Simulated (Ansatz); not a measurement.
# Electroresistance of ZrC/ZnO/HfC, part 4 of 7

Aim: does the conductance of ZrC/ZnO/HfC change when the barrier's polarity is reversed? The lower electrode is ZrC rock salt(111), the upper one HfC rock salt(111); the barrier is ZnO wurtzite(0001) (whole bilayers). In the first transport cell, after relaxation, the nearest pair of electrode and barrier is C–O at 1.40 Å, along the normal, at the lower face and C–Zn at 2.01 Å, along the normal, at the upper one. All share a net of side 3.31 Å, which strains the lower electrode by -0.6 %, the upper one by +0.7 % and the barrier by +0.6 %, against typed lattice constants near PBE's. The first steps treat the bulk electrodes alone.

Ansatz 0.2.0; PBE DFT, plane waves, PAW files (the session's first sound run).

So far. Step 4 (Relaxing the interfaces, polarity O face on the lower …): The largest force component on a free atom ends at 0.0050 eV/Å. At one or more of this run's solves the program warned of density in the dipole ramp over its bound, where dipole, forces and levels can be off.

### Step 5. Transmission over a wide range of energy, polarity O face on the lower electrode, gap between the electrodes 12.28 Å

This step: PBE DFT, plane waves, PAW files; ballistic transmission by layer matching between semi-infinite leads (Ansatz 0.2.0).

System of this step: ZrC/ZnO/HfC. The cell holds 38 atoms: 16 C, 7 Zr, 4 O, 4 Zn and 7 Hf. Its edges and angles: a = 3.310 Å, b = 3.310 Å, c = 63.800 Å, α = 90.0°, β = 90.0°, γ = 120.0°. Regions: left electrode, 15 atoms (8 C and 7 Zr); barrier, 8 atoms (4 O and 4 Zn); right electrode, 15 atoms (8 C and 7 Hf). Vacuum lies along c.

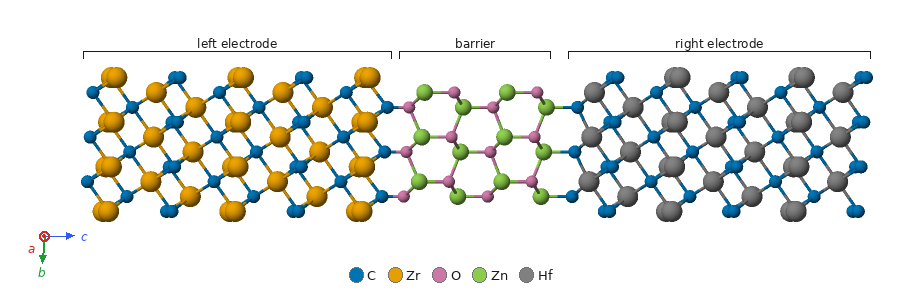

The cell of this step (carbon blue, zirconium orange, oxygen pink, zinc green, hafnium grey). Bonds to atoms that aren't drawn are left out. 1×3×1 cells are drawn. Some periodic images of atoms are drawn too.

The relaxed core is set between ideal electrode layers (this cell holds 8 atomic planes between the electrodes; where that differs from the relaxed slab, whole periods were copied in or cut out without a new relaxation), which the solver continues as semi-infinite leads. A wide energy window on a coarse mesh (12×12) shows where the Fermi level lies against the barrier's bands; the projected density of states shows how far the metals' states reach in.

File input.yaml:

```yaml
crystal:
  lattice:
    - [3.31, 0.0, 0.0]
    - [-1.655, 2.8665440865, 0.0]
    - [0.0, 0.0, 63.7995593723]
  atoms:
    - { symbol: C, position: [0.66666667, 0.33333333, 0.1097186261] }
    - { symbol: Zr, position: [0.0, 0.0, 0.1310972339] }
    - { symbol: C, position: [0.33333333, 0.66666667, 0.1524758417] }
    - { symbol: Zr, position: [0.66666667, 0.33333333, 0.1738544495] }
    - { symbol: C, position: [0.0, 0.0, 0.1952330573] }
    - { symbol: Zr, position: [0.33333333, 0.66666667, 0.2166116651] }
    - { symbol: C, position: [0.66666667, 0.33333333, 0.237990273] }
    - { symbol: Zr, position: [0.0, 0.0, 0.2593688808] }
    - { symbol: C, position: [0.33333333, 0.66666667, 0.2807474886] }
    - { symbol: Zr, position: [0.66666667, 0.33333333, 0.3021260964] }
    - { symbol: C, position: [0.0, 0.0, 0.3235047042] }
    - { symbol: Zr, position: [0.33333333, 0.66666667, 0.344883312] }
    - { symbol: C, position: [0.66666667, 0.33333333, 0.3662619198] }
    - { symbol: Zr, position: [0.0, 0.0, 0.3876405276] }
    - { symbol: C, position: [0.33333333, 0.66666667, 0.4107007095] }
    - { symbol: O, position: [0.33333333, 0.66666667, 0.4327011223] }
    - { symbol: Zn, position: [0.66666667, 0.33333333, 0.4455786081] }
    - { symbol: O, position: [0.66666667, 0.33333333, 0.4757056448] }
    - { symbol: Zn, position: [0.33333333, 0.66666667, 0.4875140311] }
    - { symbol: O, position: [0.33333333, 0.66666667, 0.5178303513] }
    - { symbol: Zn, position: [0.66666667, 0.33333333, 0.5292742873] }
    - { symbol: O, position: [0.66666667, 0.33333333, 0.559643323] }
    - { symbol: Zn, position: [0.33333333, 0.66666667, 0.5717143498] }
    - { symbol: C, position: [0.33333333, 0.66666667, 0.603233658] }
    - { symbol: Hf, position: [0.66666667, 0.33333333, 0.6175829687] }
    - { symbol: C, position: [0.0, 0.0, 0.6385597691] }
    - { symbol: Hf, position: [0.33333333, 0.66666667, 0.6595365695] }
    - { symbol: C, position: [0.66666667, 0.33333333, 0.6805133699] }
    - { symbol: Hf, position: [0.0, 0.0, 0.7014901703] }
    - { symbol: C, position: [0.33333333, 0.66666667, 0.7224669707] }
    - { symbol: Hf, position: [0.66666667, 0.33333333, 0.7434437711] }
    - { symbol: C, position: [0.0, 0.0, 0.7644205715] }
    - { symbol: Hf, position: [0.33333333, 0.66666667, 0.7853973719] }
    - { symbol: C, position: [0.66666667, 0.33333333, 0.8063741723] }
    - { symbol: Hf, position: [0.0, 0.0, 0.8273509727] }
    - { symbol: C, position: [0.33333333, 0.66666667, 0.8483277731] }
    - { symbol: Hf, position: [0.66666667, 0.33333333, 0.8693045735] }
    - { symbol: C, position: [0.0, 0.0, 0.8902813739] }
kpoints:
  mp_grid: { grid: [12, 12, 1] }
scf:
  occupations: { method: fermi_dirac, width: 0.1 }
  max_iter: 150
hamiltonian:
  xc: pbe
output:
  transmission:
    kmesh: [12, 12]
    e_range: [-4, 2]
    de: 0.1
    leads: [[6, 8], [30, 32]]
  dos: { projected: true, e_range: [-6, 5], de: 0.05 }
  write_potential: true
  write_density: true
  volumetric_format: npy
  elf: true
```

Started as:

```bash
$ ansatz run input.yaml --threads 4 --pin off --max-ram 18432MiB --backend cpu --events-out ev --progress --plain --runs-dir out
```

Numbers of over 12 decimals in the logs are rounded to 6 here.

What it wrote:

```text
[...]
Crystal: 38 atoms, lattice volume = 605.347 Å³
Basis set: ecut = 420 eV, 12045 PW (Γ)
Bands: 242, of which v1, the nominal top of the filled ones, is band 201 counted from 1 (200 counted from 0)
Symmetry: 6 space group operations
[...]
k-points: 19 of 144 (time reversal used)
[...]
SCF iter   1: F=—  HF=-158909.138349 eV  |F-HF|=—  |Δ(HF+E_count)|=         —  Δρ=1.46e-2  dr2=1.44e2  ethr=1.77e-3  ⟨swp⟩=7.2  Hψ=19018  notcnv=0  defer=112
[...]
SCF iter  12: F=-158908.756370 eV  HF=-158908.756370 eV  |F-HF|=5.84e-8  |Δ(HF+E_count)|=   7.45e-9  Δρ=1.75e-6  dr2=6.53e-8  ethr=2.49e-11  ⟨swp⟩=19.0  Hψ=23944  notcnv=0
SCF 1 converged in 12 iterations: F = -158908.756370 eV  dr2 = 6.53e-8
[...]
transmission: 112 of 1102 steps passed
transmission: 222 of 1102 steps passed
[...]
transmission: 1102 of 1102 steps passed
WARN: The output density's exchange-correlation potential varies sharply where the density is thin. Do not read a vacuum level from v_tot or v_xc, or from such a field of the output density. On a cell that repeats whose density bears no net charge and no dipole along the vacuum's axis use v_es (v_loc + v_h of the components); under efield.dipole_correction with no amplitude use v_es + v_field, which holds any externa [...]
SCF converged after 12 iterations
Free energy (F): -158908.756370 eV
[...]
Internal energy: -158908.319233 eV  (E = F + TS)
E sigma→0 (E₀):  -158908.537802 eV
Entropy (-TS):   -0.437136 eV (-11.504 meV/atom)
Fermi energy:    10.435565 eV
[...]
--- Band table (eV; the first three rows and the last of 19) ---
  k-point 0: bands = [... 197 lower, 11.0850, 11.0920, 11.0920, 11.2164, 11.4139, 11.5627, 11.5627, 11.6068, ... 37 higher]
  k-point 1: bands = [... 197 lower, 10.6718, 10.8627, 10.9321, 10.9842, 11.0451, 11.0514, 11.0725, 11.3300, ... 37 higher]
  k-point 2: bands = [... 197 lower, 10.4487, 10.4655, 10.5721, 10.6331, 10.6617, 10.7419, 10.7805, 10.8752, ... 37 higher]
  k-point 18: bands = [... 197 lower, 9.7692, 9.8166, 9.9043, 10.0282, 10.0392, 10.1826, 10.2743, 12.9039, ... 37 higher]
--- Transmission ---
  basis      : 85 plane waves across, 58 finite elements along
  points     : 19, standing for a mesh of 12 x 12
  energies   : 61 from -4.000000 to 2.000000 eV about the Fermi level, 0.100000 eV apart; the leads are filled to 0.000000 eV, and channels, transmission and decay are at 0.000000 eV
  crystal 0  : Zr1C1, at the sites [6, 8], period 2.7279 Å, over 19.10 Å; its Hamiltonian steps by up to 54.0 meV: too much for a lead, lay more layers or, if its atoms are ordered, name the step of that order
    offset         : up to 0.0000 Å between an atom of the period and one for which it stands
    channels       : 2.500000e-1 a spin
    conductance    : none, the energies end too early or step too widely for 300 K: set another output.transmission.e_range or a lower de, or, where they end at an eighth of basis.ecutwfc, a higher one
    slowest decay  : 0.0465 /Å at (0.1667, 0.0000)
  crystal 1  : Hf1C1, at the sites [30, 32], period 2.6766 Å, over 18.74 Å; its Hamiltonian steps by up to 51.5 meV: too much for a lead, lay more layers or, if its atoms are ordered, name the step of that order
[...]
channels       : 2.500000e-1 a spin
[...]
slowest decay  : 0.0326 /Å at (0.4167, 0.0833)
  junction   : crystal 0 to crystal 1, 16.40 to 47.29 Å
    transmission   : 7.287485e-3 a spin
[...]
```

Elapsed: 4.4 min, on 4 threads of Arm Neoverse V2, shared host; peak memory 5 GiB; 17 min of CPU time.

Numbers from this step:

```
free energy                                         : -158908.7564 eV
Fermi energy                                        : 10.44 eV
level to which the leads are filled                 : 0 eV from the Fermi level
transmission at the Fermi level (a spin, zone mean) : 0.007287
channels of the lower lead                          : 0.25
channels of the upper lead                          : 0.25
potential step in the lower lead                    : 54 meV
potential step in the upper lead                    : 51.5 meV
```

One spin. Transmission, zone mean against energy, zero at the Fermi level:

| energy (eV) | transmission, zone mean |
| --- | --- |
| -4.000 | 0.0967 |
| -3.500 | 0.0897 |
| -3.300 | 0.219 |
| -3.000 | 0.0228 |
| -2.600 | 0.0471 |
| -2.500 | 0.0368 |
| -2.200 | 0.0439 |
| -2.000 | 0.0164 |
| -1.500 | 0.0113 |
| -1.000 | 0.00500 |
| -0.500 | 0.0228 |
| -0.400 | 0.0343 |
| 0.000 | 0.00729 |
| 0.500 | 0.00237 |
| 1.000 | 0.00676 |
| 1.500 | 0.00997 |
| 2.000 | 0.0277 |

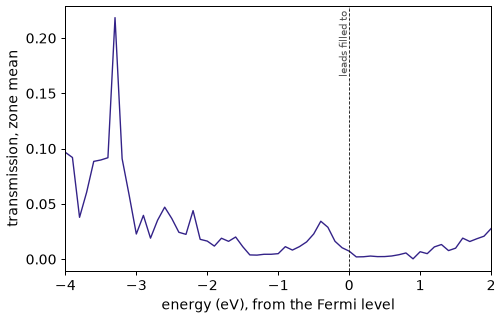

Transmission, zone mean against energy.

One spin. Table of open channels, zone mean by energy, zero at the Fermi level:

| energy (eV) | lower lead | upper lead |
| --- | --- | --- |
| -4.0000 | 0.944 | 0.986 |
| -3.8000 | 0.944 | 1.07 |
| -3.5000 | 0.986 | 0.986 |
| -3.3000 | 1.07 | 0.694 |
| -3.0000 | 0.882 | 0.729 |
| -2.8000 | 1.04 | 1.21 |
| -2.5000 | 1.83 | 2.02 |
| -2.3000 | 2.17 | 2.10 |
| -2.0000 | 1.94 | 1.94 |
| -1.8000 | 1.60 | 1.69 |
| -1.5000 | 1.42 | 1.42 |
| -1.3000 | 1.21 | 1.21 |
| -1.0000 | 1 | 0.917 |
| -0.8000 | 0.833 | 0.833 |
| -0.5000 | 0.583 | 0.583 |
| -0.3000 | 0.417 | 0.458 |
| 0.0000 | 0.25 | 0.25 |
| 0.2000 | 0.542 | 0.5 |
| 0.5000 | 0.542 | 0.458 |
| 0.7000 | 0.667 | 0.667 |
| 1.0000 | 0.944 | 0.792 |
| 1.2000 | 0.958 | 0.938 |
| 1.5000 | 1.04 | 0.958 |
| 1.7000 | 1.21 | 1.21 |
| 2.0000 | 1.29 | 1.29 |

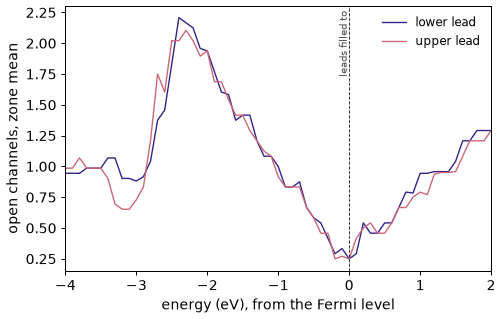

Open channels, zone mean, plotted against energy.

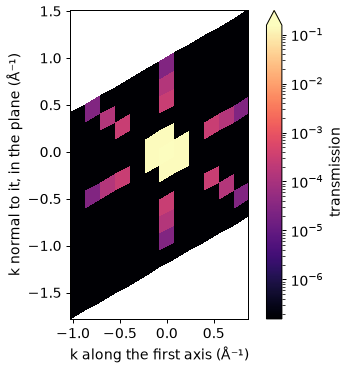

Transmission over k1 and k2. At 0.0000 eV from the Fermi level; zeros and values more than six decades under the largest are shown at that floor.

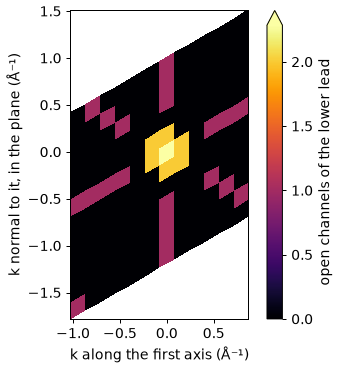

Open channels of the lower lead over k1 and k2. At 0.0000 eV from the Fermi level.

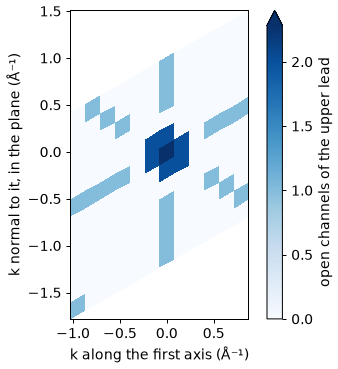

Open channels of the upper lead over k1 and k2. At 0.0000 eV from the Fermi level.

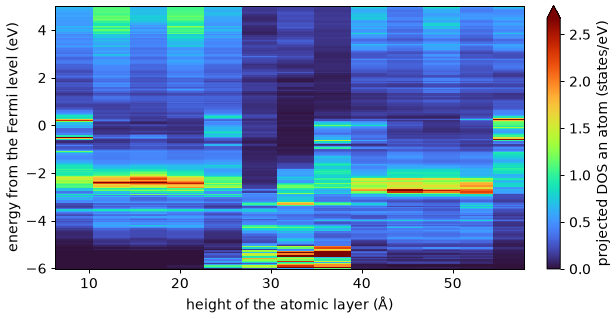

Projected DOS an atom over height of the atomic layer and energy from the Fermi level. Layers: C Zr C Zr C Zr C Zr C Zr C Zr C Zr C O Zn O Zn O Zn O Zn C Hf C Hf C Hf C Hf C Hf C Hf C Hf C; projections on atoms miss part of the total, and the computed bands can run out at the top of the range; a column is the mean of 3 neighbouring layers, the last of those left over.

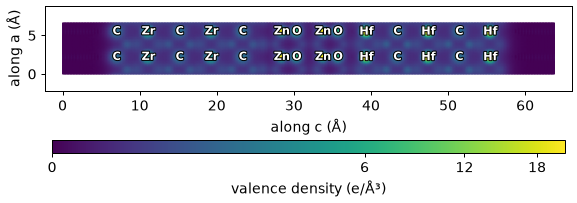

Valence density in the ca plane at fractional y = 0.333, with atoms of C and Zr and Zn and O and Hf within 0.2 Å of it. It is the smooth field of the valence electrons, not physical close to the nuclei. The colour scale is stretched toward low values.

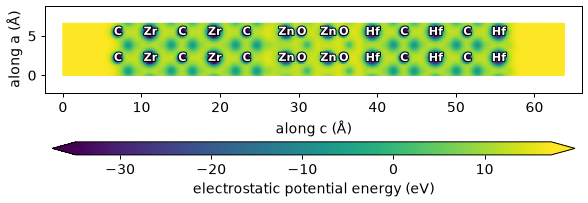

Electrostatic potential energy in the ca plane at fractional y = 0.333, with atoms of C and Zr and Zn and O and Hf within 0.2 Å of it. With pseudopotentials it is smooth inside the atoms' cores, unlike the true potential.

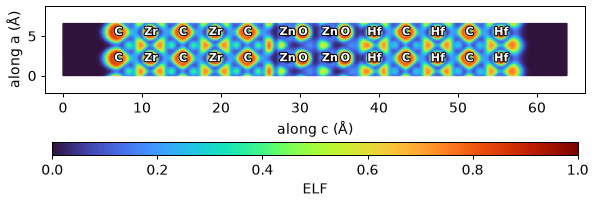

ELF in the ca plane at fractional y = 0.333, with atoms of C and Zr and Zn and O and Hf within 0.2 Å of it. It is the smooth field of the valence electrons, not physical close to the nuclei.

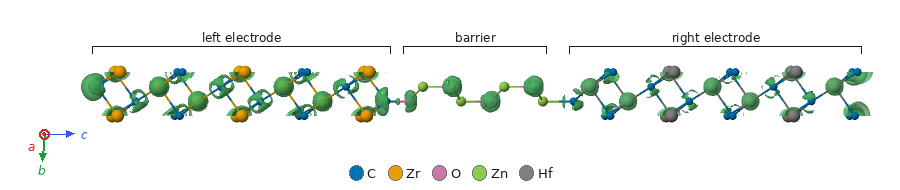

Surface of ELF = 0.8. Bonds to atoms that aren't drawn are left out.

At the Fermi level the transmission is 0.0073, as a zone mean for one spin on this coarse mesh. At the Fermi level the layers of this cell's barrier hold from 0.021 to 0.22 states an eV and atom. In the worse lead the potential repeats within 54 meV, which the program flags as too much for a lead, so G carries that doubt.

### Step 6. Conductance on a fine mesh, polarity O face on the lower electrode, gap between the electrodes 12.28 Å

The conductance needs T(E) within ten thermal energies of the Fermi level, on steps under 1.5 kT, and a finer mesh (30×30), since the current can rest on few wavevectors.

Changes to input.yaml since step 5:

```diff
@@ -53,10 +53,5 @@
   transmission:
-    kmesh: [12, 12]
-    e_range: [-4, 2]
-    de: 0.1
+    kmesh: [30, 30]
+    e_range: [-0.26, 0.27]
+    de: 0.0375
     leads: [[6, 8], [30, 32]]
-  dos: { projected: true, e_range: [-6, 5], de: 0.05 }
-  write_potential: true
-  write_density: true
-  volumetric_format: npy
-  elf: true
```

What it wrote:

```text
[...]
Crystal: 38 atoms, lattice volume = 605.347 Å³
Basis set: ecut = 420 eV, 12045 PW (Γ)
Bands: 242, of which v1, the nominal top of the filled ones, is band 201 counted from 1 (200 counted from 0)
Symmetry: 6 space group operations
[...]
k-points: 19 of 144 (time reversal used)
[...]
SCF iter   1: F=—  HF=-158909.138349 eV  |F-HF|=—  |Δ(HF+E_count)|=         —  Δρ=1.46e-2  dr2=1.44e2  ethr=1.77e-3  ⟨swp⟩=7.2  Hψ=19018  notcnv=0  defer=112
[...]
SCF iter  12: F=-158908.756370 eV  HF=-158908.756370 eV  |F-HF|=5.84e-8  |Δ(HF+E_count)|=   7.45e-9  Δρ=1.75e-6  dr2=6.53e-8  ethr=2.49e-11  ⟨swp⟩=19.0  Hψ=23944  notcnv=0
SCF 1 converged in 12 iterations: F = -158908.756370 eV  dr2 = 6.53e-8
[...]
transmission: 467 of 4641 steps passed
transmission: 934 of 4641 steps passed
[...]
transmission: 4641 of 4641 steps passed
SCF converged after 12 iterations
Free energy (F): -158908.756370 eV
[...]
Internal energy: -158908.319233 eV  (E = F + TS)
E sigma→0 (E₀):  -158908.537802 eV
Entropy (-TS):   -0.437136 eV (-11.504 meV/atom)
Fermi energy:    10.435565 eV
[...]
--- Band table (eV; the first three rows and the last of 19) ---
  k-point 0: bands = [... 197 lower, 11.0850, 11.0920, 11.0920, 11.2164, 11.4139, 11.5627, 11.5627, 11.6068, ... 37 higher]
  k-point 1: bands = [... 197 lower, 10.6718, 10.8627, 10.9321, 10.9842, 11.0451, 11.0514, 11.0725, 11.3300, ... 37 higher]
  k-point 2: bands = [... 197 lower, 10.4487, 10.4655, 10.5721, 10.6331, 10.6617, 10.7419, 10.7805, 10.8752, ... 37 higher]
  k-point 18: bands = [... 197 lower, 9.7692, 9.8166, 9.9043, 10.0282, 10.0392, 10.1826, 10.2743, 12.9039, ... 37 higher]
--- Transmission ---
  basis      : 85 plane waves across, 51 finite elements along
  points     : 91, standing for a mesh of 30 x 30
  filling    : by the input's occupations and mesh, since the crystals that have channels conduct as metals do. If one of these is a semiconductor, that mesh has misplaced its level
[...]
filled         : 6.2 meV over the level at which it is neutral
    channels       : 3.000000e-1 a spin
    conductance    : 2.4181e14 S/m² at 300 K; may be off by some 0.0 % by where its bands' edges are placed, 9.8 % from the k-mesh, 1.1 % from the distance to neutral
    slowest decay  : 0.0176 /Å at (0.3333, 0.0667)
[...]
filled         : 14.1 meV over the level at which it is neutral
    channels       : 3.733333e-1 a spin
[...]
slowest decay  : 0.0123 /Å at (0.2000, 0.0333)
  junction   : crystal 0 to crystal 1, 16.40 to 47.29 Å
    transmission   : 3.934000e-3 a spin
    conductance    : 3.6331e12 S/m² at 300 K (4.2446e12 on every other point, 3.6649e12 on every other energy)
    error estimate : 0.9 % from the energy spacing and 5.9 % from band edges of the leads and from resonances (wavevectors taken as independent; lower de), 18.6 % from the k-mesh, 62.9 % from the steps of its leads' Hamiltonians or their offsets (lay more layers), 6.9 % from the distance to neutral
    resistance     : 2.7153e-1 Ω µm² beyond half of each lead's own
```

The job ended after 4.1 min (4 threads; peak memory 4.2 GiB; 15 min of CPU time).

Numbers from this step:

| Item | Value |
| --- | --- |
| transmission at the Fermi level (a spin, zone mean) | 0.003934 |
| channels of the lower lead | 0.3 |
| channels of the upper lead | 0.3733 |
| ballistic conductance of the lower lead | 2.42e14 S/m² |
| ballistic conductance of the upper lead | 3.02e14 S/m² |
| junction conductance | 3.63e12 S/m² |
| error estimates by source, in the log's order | 0.9, 5.9, 18.6, 62.9, 6.9 % |
| resistance-area product beyond the leads | 0.2715 Ω um² |

One spin. Transmission, zone mean against energy, zero at the Fermi level:

| energy (eV) | transmission, zone mean |
| --- | --- |
| -0.260 | 0.0318 |
| -0.223 | 0.0266 |
| -0.185 | 0.0130 |
| -0.147 | 0.0106 |
| -0.110 | 0.00866 |
| -0.072 | 0.00633 |
| -0.035 | 0.00446 |
| 0.003 | 0.00393 |
| 0.040 | 0.00387 |
| 0.077 | 0.00351 |
| 0.115 | 0.00334 |
| 0.152 | 0.00309 |
| 0.190 | 0.00284 |
| 0.228 | 0.00249 |
| 0.265 | 0.00287 |

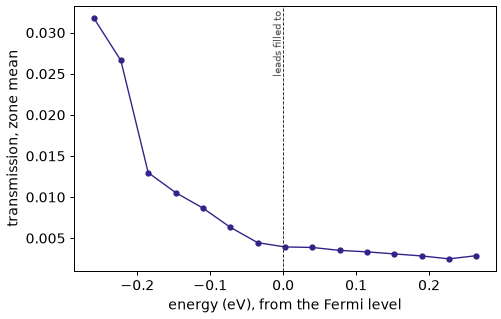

Transmission, zone mean, plotted against energy.

One spin. Table of open channels, zone mean by energy, zero at the Fermi level:

| energy (eV) | lower lead | upper lead |
| --- | --- | --- |
| -0.260 | 0.333 | 0.353 |
| -0.223 | 0.307 | 0.333 |
| -0.185 | 0.313 | 0.313 |
| -0.147 | 0.32 | 0.313 |
| -0.110 | 0.293 | 0.317 |
| -0.072 | 0.273 | 0.33 |
| -0.035 | 0.253 | 0.36 |
| 0.003 | 0.3 | 0.373 |
| 0.040 | 0.323 | 0.373 |
| 0.077 | 0.34 | 0.387 |
| 0.115 | 0.367 | 0.387 |
| 0.152 | 0.393 | 0.427 |
| 0.190 | 0.373 | 0.453 |
| 0.228 | 0.413 | 0.42 |
| 0.265 | 0.44 | 0.467 |

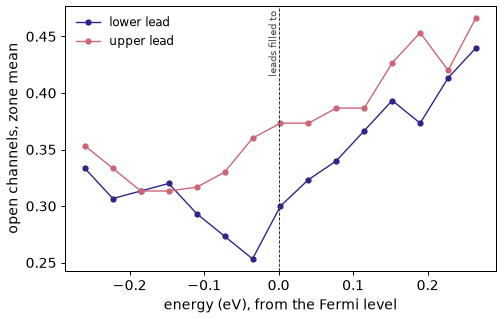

Open channels, zone mean against energy.

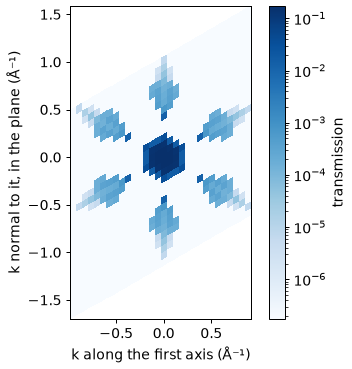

Transmission over k1 and k2. At 0.0025 eV from the Fermi level; zeros and values more than six decades under the largest are shown at that floor.

G = 3.6e12 S/m² (1/G = 0.275 Ω µm²). The largest error estimate is 63 %, from the leads' potential steps. In the worse lead the potential repeats within 54 meV, which the program flags as too much for a lead, so G carries that doubt. By hand, Landauer's formula with T at one energy: G = (e²/h) ΣT / A = 3.874e-5 S × 0.00787 / 9.488 Å² = 3.2e12 S/m², with T summed over both spins. The printed value averages T over the Fermi window and is 1.1 times this.

(Continued in part 5 of 7.)

[Logs are printed without paths, hosts, clocks, repeated set-up lines and the standing remarks that a program may print on its own settings, such as how far it seeks lower states.]

[Hosts, paths, dates, database ids (printed as entryN), source tags and the programs' standing remarks are cut or masked in the printed files.]
